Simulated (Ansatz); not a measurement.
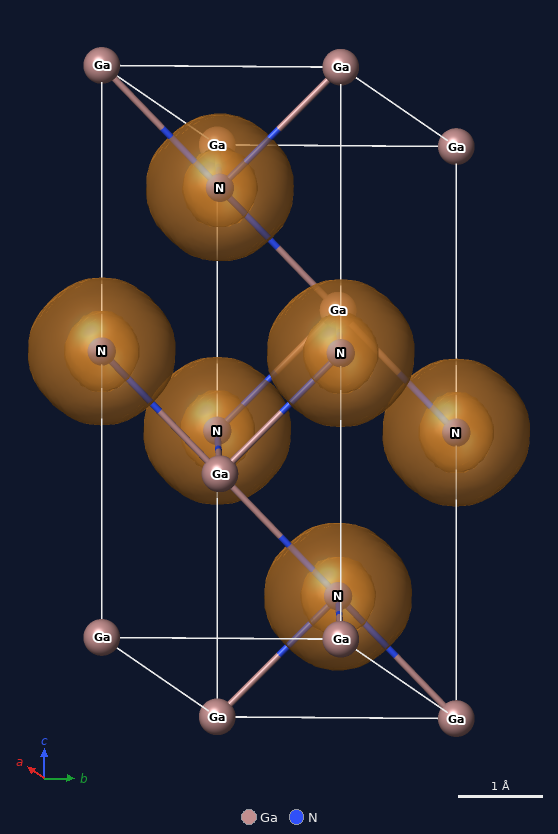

The picture shows: GaN. Isosurface of the ELF at 0.7 (orange), seen at an oblique angle. Only the valence region is drawn (cores and ρ < 0.01 e/Å³ removed). Sticks mark near contacts.

Space group R-3m; started from the rocksalt prototype, which need not be the ambient phase; changed on purpose from its base cell (epitaxial 111 strain -4.0%); computed pressure about 18 GPa in this cell.

All numbers below come from Ansatz 0.2.0, DFT, HSE06, plane waves, PAW.

Identify the bonds, lone pairs and shells in this picture.

The surface consists of three regions wrapped around N (the valence shell of each), counted in one cell of 6 atoms. Regions shared between cells count once. Profiles from the grid: Ga–N (2.06 Å): the ELF peaks at about 0.85 in the valence shell of N, 0.7 Å from its nucleus, and is about 0.35 at the midpoint.

Metal or insulator at this level of theory?

It is gapped, with a Kohn–Sham gap of 2.2 eV on the k-point mesh, an upper bound to the gap of this method.
